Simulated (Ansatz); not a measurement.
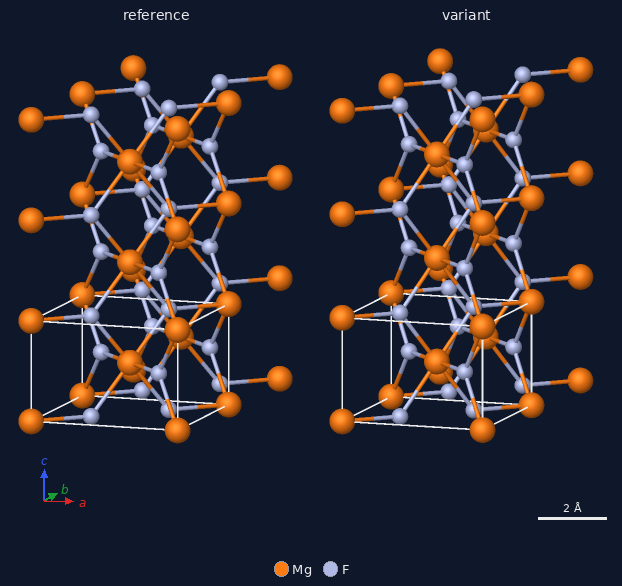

Left: crystalline MgF₂ (built on the database structure type) at its r2SCAN-relaxed geometry. Right: the same structure after one change, at the same scale. A ball-and-stick model of the cell of the calculation, repeated 1 × 2 × 3 with one cell outlined, seen slightly off an axis.

Theory: Ansatz, DFT, PBE, plane waves, PAW. Settings: plane-wave cutoff 420 eV; k-point mesh 6 × 6 × 8; occupations fermi dirac; smearing width 0.02 eV; no spin polarisation.

Question: Which change leads from the left to the right?

Answer: The cell is strained by +3.0 % along c and −4.1 % across it (volume −5.4 %). The atoms and the free axis were relaxed with r2SCAN under that strain, and this is a single point on that geometry.

Question: What does the change do?

Answer: The energy rises by 41.4 meV per atom. Pressure: 4.9 GPa before, 11.5 GPa after. The principal stresses (compression positive) are 5.9 GPa along c and 14.3 GPa across it. The forces stay under 0.01 eV/Å. The band gap: 7.16 eV before, 7.44 eV after. Among the bonded contacts that change: F–Mg 1.980 → 1.908 Å, F–Mg 1.995 → 1.990 Å. The space group stays P4_2/mnm (No. 136).
